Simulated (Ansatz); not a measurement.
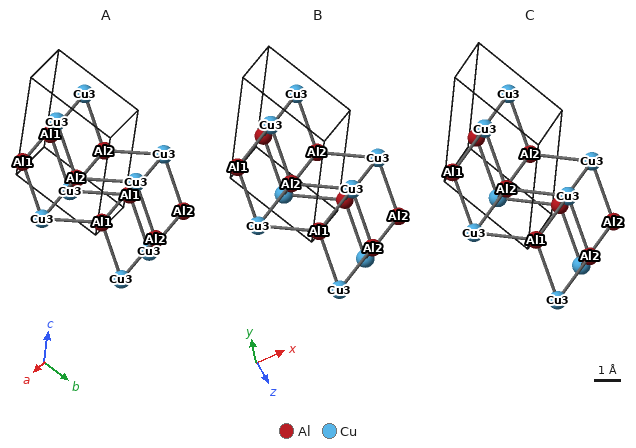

A scan of a crystal of Al2Cu (Fm-3m) along one coordinate. x, y and z are the Cartesian axes of the input. Style: ball-and-stick. Shown: the cell of the calculation, repeated 2 × 2 × 1 with one cell outlined, slightly off an axis.

The calculation used Ansatz, DFT PBE, scalar-relativistic, plane waves, PAW. Settings: plane-wave cutoff 420 eV; k-point mesh 16 × 16 × 16; occupations gaussian; smearing width 0.15 eV; no spin polarisation. Energies (free energies at the smearing named) are counted from the relaxed crystal.

> Which coordinate changes from frame to frame?

The cell is strained along z alone, with the atoms kept at their fractional coordinates. In the frames the strain is −0.05 (A), 0.025 (B), 0.10 (C). Their energies are 23.1 meV/atom, 4.6 meV/atom, 61.4 meV/atom.
